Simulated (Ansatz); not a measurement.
A series of calculations on B48N47

**1. Relaxation**

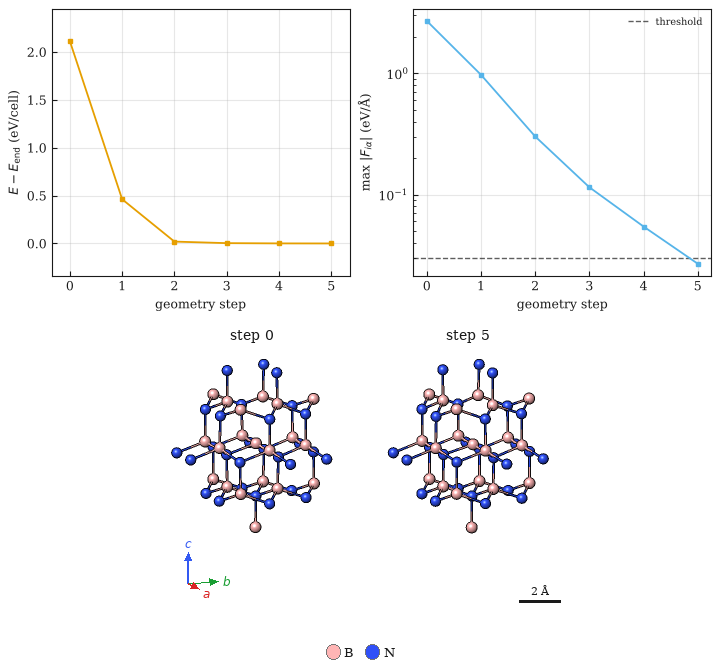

First and last geometry of a relaxation of a defect cell of composition B48N47, with the history of the run. Style: ball-and-stick. Shown: the atoms within 4.2 Å of the atom that moves most (axes of the cell of the calculation), slightly off an axis.

Level of theory: DFT, PBEsol, PAW, plane waves (Ansatz 0.2.0). (plane-wave cutoff 420 eV; k-point mesh 1 × 1 × 1; mesh shifted by (0.25, 0.25, 0.25); collinear spin; atoms relaxed in a fixed cell; force threshold 0.03 eV/Å; at most 80 steps)

### Read the history and describe the run.

It converged. After 5 geometry steps the energy has fallen by 2.114 eV per cell of the calculation. The largest force component goes from 2.7 to 0.027 eV/Å. The atom that moves furthest is a B atom (0.077 Å roughly along [1 1 −1]). By element the largest moves are B 0.077 Å, N 0.074 Å. The cell doesn't change. Near-neighbour distances that change, for instance: B–N 1.597 → 1.532 Å, B–N 1.580 → 1.518 Å, B–N 1.497 → 1.555 Å, B–N 1.609 → 1.554 Å. Among the angles between lasting bonds that change: N–B–N 107.2° → 112.3°, N–B–N 112.7° → 108.3°, B–N–B 108.3° → 112.7°. Cost: 11 s on 1 × NVIDIA GB300 Max-Q with 8 threads of Arm Neoverse-V2, peak memory 1.9 GiB.

```csv
step,"E − E(0), meV/atom","largest force component, eV/Å"
0,0.00,2.7059
1,-17.39,0.9723
2,-22.04,0.3016
3,-22.21,0.1149
4,-22.24,0.0545
5,-22.25,0.0269
```

Limits of the set-up: the periodic images lie only 7.6 Å apart, so the values are limited by the cell's size.

**2. Relaxation**

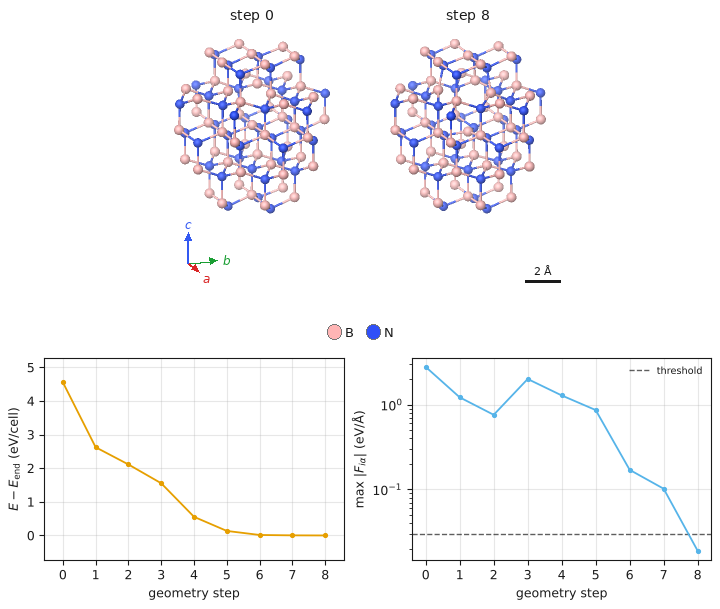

First and last geometry of a relaxation of a defect cell of composition B$_{48}$N$_{47}$ (cell charge +3), with the history of the run. The picture is a ball-and-stick view of the atoms within 5.0 Å of the atom that moves most (axes of the cell of the calculation (origin shifted)), seen slightly off an axis.

These are results of DFT, PBEsol, PAW, plane waves (Ansatz), not measurements. Set-up: plane-wave cutoff 420 eV; k-point mesh 1 × 1 × 1; mesh shifted by (0.25, 0.25, 0.25); no spin polarisation; atoms relaxed in a fixed cell; force threshold 0.03 eV/Å; at most 80 steps.

Did the run converge, and what did it change?

Answer. It converged. The energy falls by 4.557 eV per cell of the calculation in 8 geometry steps. Largest force component: 2.8 eV/Å at the start, 0.019 eV/Å at the end. The atom that moves furthest is a B atom (0.40 Å along −c). Largest moves by element: B 0.40 Å, N 0.07 Å. The cell stays as it was. Near-neighbour distances that change, for instance: B–B 2.559 → 2.259 Å, B–N 1.602 → 1.468 Å, B–N 1.588 → 1.458 Å, B–N 1.507 → 1.634 Å. Bond angles that change, for instance: B–N–B 110.2° → 95.9°, B–N–B 108.4° → 94.8°, B–N–B 108.6° → 95.9°.

```json
{"step": "0", "E − E(0), meV/atom": "0.00", "largest force component, eV/Å": "2.7833"}
{"step": "1", "E − E(0), meV/atom": "-20.35", "largest force component, eV/Å": "1.2189"}
{"step": "2", "E − E(0), meV/atom": "-25.75", "largest force component, eV/Å": "0.7585"}
{"step": "3", "E − E(0), meV/atom": "-31.64", "largest force component, eV/Å": "2.0061"}
{"step": "4", "E − E(0), meV/atom": "-42.14", "largest force component, eV/Å": "1.2842"}
{"step": "5", "E − E(0), meV/atom": "-46.56", "largest force component, eV/Å": "0.8633"}
{"step": "6", "E − E(0), meV/atom": "-47.82", "largest force component, eV/Å": "0.1702"}
{"step": "7", "E − E(0), meV/atom": "-47.94", "largest force component, eV/Å": "0.1019"}
{"step": "8", "E − E(0), meV/atom": "-47.97", "largest force component, eV/Å": "0.0189"}
```

Limits of the set-up: the periodic images lie only 7.6 Å apart, so the values are limited by the cell's size; the cell is charged, on a uniform background, and energies carry no finite-size correction.

**3. Defect**

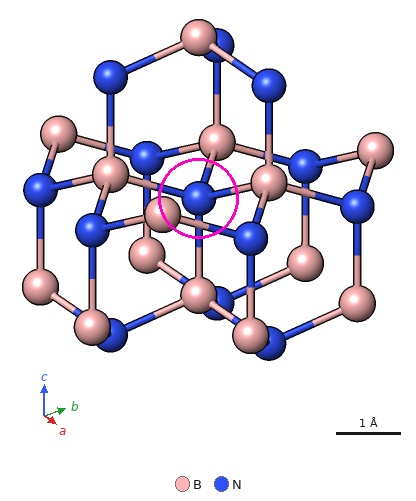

Perfect BN. Style: ball-and-stick. Shown: the atoms within 3.3 Å of one point, slightly off an axis.

Computed with Ansatz, DFT, PBEsol, PAW, plane waves. Set-up: plane-wave cutoff 420 eV; k-point mesh 1 × 1 × 1; mesh shifted by (0.25, 0.25, 0.25); collinear spin. Fermi-Dirac smearing of 0.01 eV. The axes drawn are those of the host's conventional cell.

A nitrogen atom is taken out (a vacancy) at the ringed place, in charge state 0. The supercell has 96 sites, and the atoms are relaxed at the host's cell.

Q: How do the neighbours respond?

A: Around the empty N site the host had 4 B at 1.56 to 1.58 Å; after relaxation the nearest atoms are 4 B at 1.52 to 1.63 Å. Of the host's atoms, a boron atom moves furthest from its site, by 0.10 Å. The cell's net moment is 1.00 μB.

The relaxed defect, seen from the same direction:

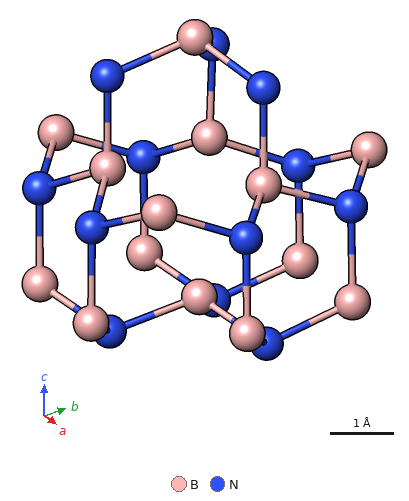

Limits of the set-up: the periodic images lie only 7.6 Å apart, so the values are limited by the cell's size.

**4. Defect**

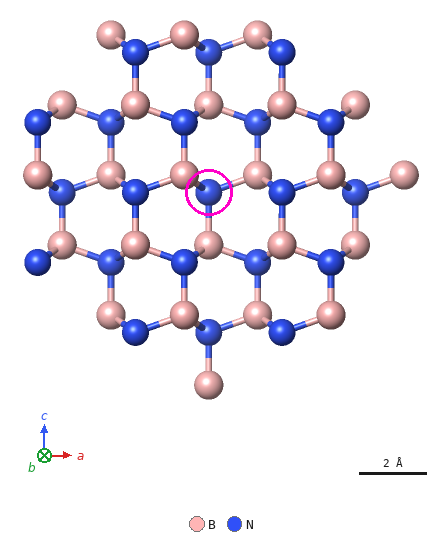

Perfect BN. Style: ball-and-stick. Shown: the atoms within 6.0 Å of one point, in a slice 4.2 Å thick across the line of sight, along the b axis.

Level of theory: DFT, PBEsol, PAW, plane waves in Ansatz 0.2.0. Settings: plane-wave cutoff 420 eV; k-point mesh 1 × 1 × 1; mesh shifted by (0.25, 0.25, 0.25); no spin polarisation. Fermi-Dirac smearing of 0.01 eV. A uniform background neutralises the charged cell. The axes drawn are those of the host's conventional cell.

A nitrogen atom is taken out (a vacancy) at the ringed place, in charge state +3. The supercell has 96 sites, and the atoms are relaxed at the host's cell.

Q: How do the neighbours respond?

A: Around the empty N site the host had 4 B at 1.56 to 1.58 Å; after relaxation the nearest atoms are 4 B at 1.91 to 1.98 Å. Of the host's atoms, a boron atom moves furthest from its site, by 0.41 Å.

The relaxed defect, seen from the same direction:

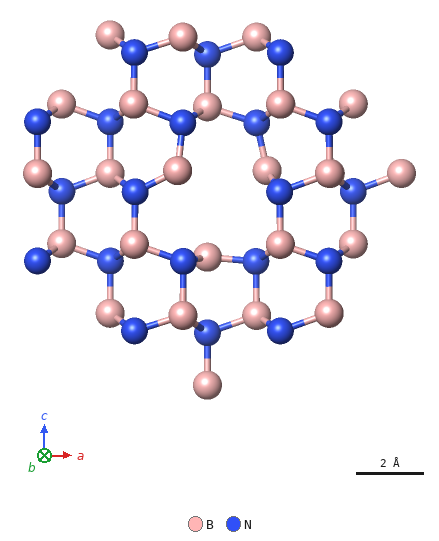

Limits of the set-up: the periodic images lie only 7.6 Å apart, so the values are limited by the cell's size; the cell is charged, on a uniform background, and energies carry no finite-size correction.
